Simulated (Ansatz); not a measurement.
System: MgO.

The calculation's input:

```
crystal:
  lattice:
    - [0.0, 2.13515, 2.13515]
    - [1.8148775, 0.0, 2.13515]
    - [1.8148775, 2.13515, 0.0]
  atoms:
    - { symbol: Mg, position: [0.0, 0.0, 0.0] }
    - { symbol: O, position: [0.5, 0.5, 0.5] }
basis:
  ecutwfc: 500
kpoints:
  mp_grid: { grid: [10, 10, 10] }
hamiltonian:
  xc: r2scan
scf:
  occupations: { method: gaussian, width: 0.05 }
output:
  forces: true
  stress: true
  eigenvalues: true
  write_density: true
  write_potential: true
  elf: true
  volumetric_format: npy
```

Run with:

```sh
ansatz run input.yaml --threads 1 --pin off --max-ram 2560MiB --backend cpu --events-out ev --progress --plain --runs-dir out
```

Below, planes, directions and counts refer to the conventional cell (a = 3.02 Å, b = 3.02 Å, c = 3.63 Å, α = 90.00°, β = 90.00°, γ = 90.00°).

Space group I4/mmm; changed on purpose from its base cell (strain -0.1500 x Voigt [1, 0, 0, 0, 0, 0], atoms carried along); computed pressure about 38 GPa in this cell.

Computed with DFT r2SCAN, scalar-relativistic, plane waves, PAW (Ansatz 0.2.0).

### What will maps of the valence pseudo-density and electron localisation function show?

Mg–O (1.81 Å): the density is about 0.64 e/Å³ at the midpoint; the ELF peaks at about 0.85 in the valence shell of O, 0.6 Å from its nucleus, and is about 0.35 at the midpoint (a closed-shell, largely ionic contact).

### Does the calculation make it a metal, or give it a gap?

It is gapped, with a Kohn–Sham gap of 6.5 eV on the k-point mesh (the band edges may lie off the mesh, which would make the gap smaller).

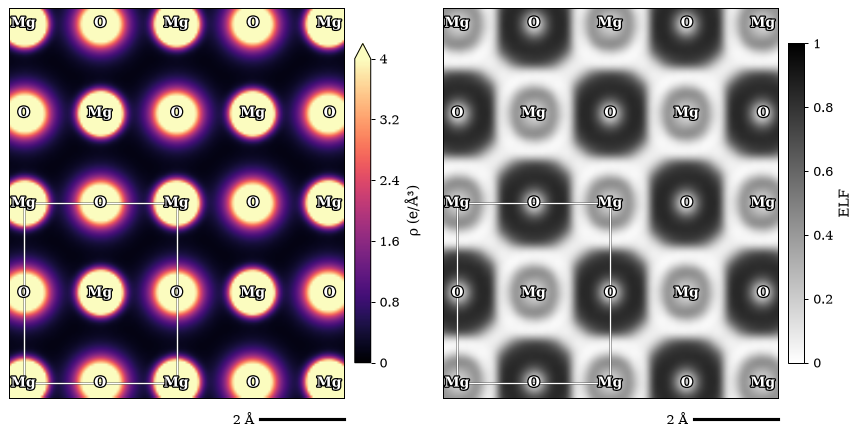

Computed valence pseudo-density and electron localisation function on the (110) plane of the conventional cell, in this order. 

The density is the valence pseudo-density of a PAW calculation; it isn't the true density close to the nuclei.
